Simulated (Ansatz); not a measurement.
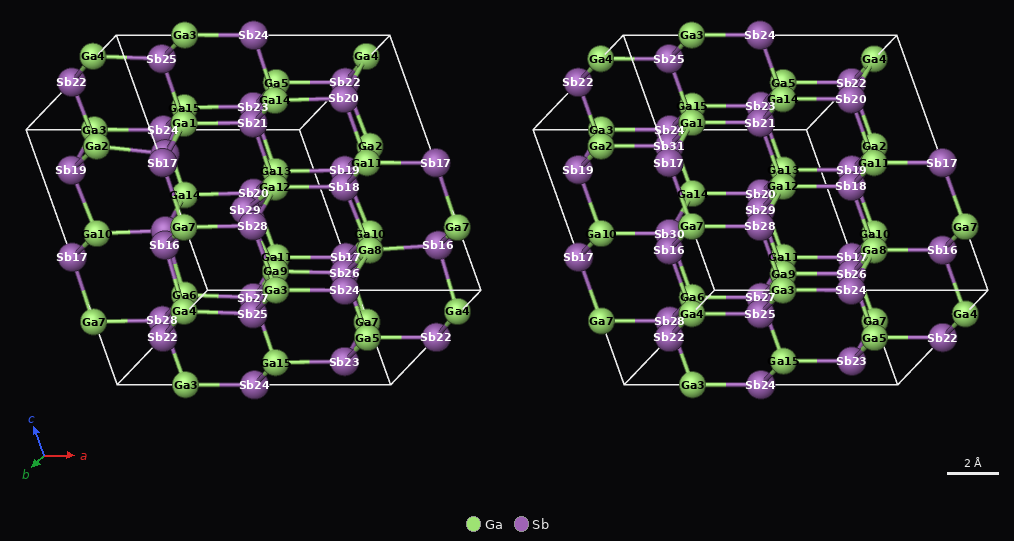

Two geometries of a defect cell of composition Ga15Sb16, drawn at one scale. One is the start of a relaxation, the other its converged end. A ball-and-stick model of the cell of the calculation (origin shifted), seen from a free direction.

The calculation used Ansatz 0.2.0, DFT PBE, scalar-relativistic, plane waves, PAW. Set-up: plane-wave cutoff 420 eV; k-point mesh 3 × 3 × 3; occupations gaussian; smearing width 0.1 eV; no spin polarisation; atoms relaxed in a fixed cell; force threshold 0.025 eV/Å; at most 45 steps.

> Which of the two is the end point?

The left one is the relaxed one. Case: Ga vacancy (site a), charge +0, atoms relaxed at the host's cell. Over 4 geometry steps the energy falls by 0.323 eV per cell of the calculation. Largest force component: 0.18 eV/Å at the start, 0.0055 eV/Å at the end. The largest moves, 0.32 Å, are those of Sb16, Sb29, Sb30 and Sb31. Sb29 goes along −a. By element the largest moves are Sb 0.32 Å, Ga 0.10 Å. The cell stays as it was. Some distances before and after: Ga10–Sb17 2.691 → 2.725 Å, Ga10–Sb30 2.691 → 2.714 Å. Bond angles that change, for instance: Sb21–Ga14–Sb30 109.5° → 117.4°, Ga9–Sb29–Ga12 109.5° → 102.3°, Sb20–Ga14–Sb24 109.5° → 106.4°.
